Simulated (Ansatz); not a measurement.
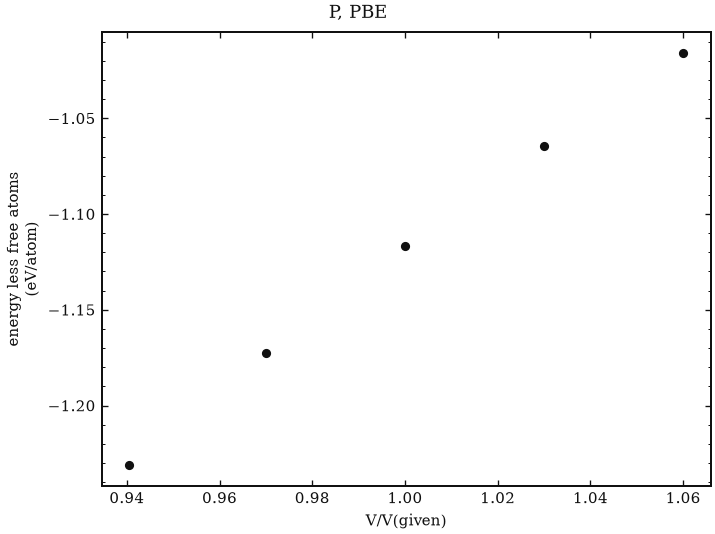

The figure shows the energy less free atoms against V/V(given) for P, space group P4/mmm (No. 123).

Structure:
```xyz
1
Lattice="4.2729 0.0000 0.0000 0.0000 4.2729 0.0000 0.0000 0.0000 4.3780" Properties=species:S:1:pos:R:3 pbc="T T T"
P     0.0000    0.0000    0.0000
```

Method: periodic Kohn-Sham DFT of a crystal at fixed atoms, scaled to the stated factor times the given cell; pressure positive in compression, energy less spherical unpolarised free atoms (Ansatz 0.2.0). Level: PBE.

method all-electron LAPW; relativity scalar; k mesh 8×8×8; occupations Fermi–Dirac; smearing width 0.03 eV; basis error target 0.25 (meV/atom); nucleus Gaussian.

V(given) is 79.93 Å³/atom.

From this curve and the settings, what does the calculation give for the pressure at the same points?

The pressure rises from −4.108 GPa at V/V(given) 0.941 to −3.168 GPa at 1.060.

```csv
V/V(given),pressure (GPa)
0.941,-4.108
0.970,-3.847
1.000,-3.602
1.030,-3.377
1.060,-3.168
```

Note: the volumes run don't bracket the minimum of the energy, so any equilibrium value is extrapolated; shape and atomic fractions are frozen while scaling, which makes layered, chain and framework solids too stiff.
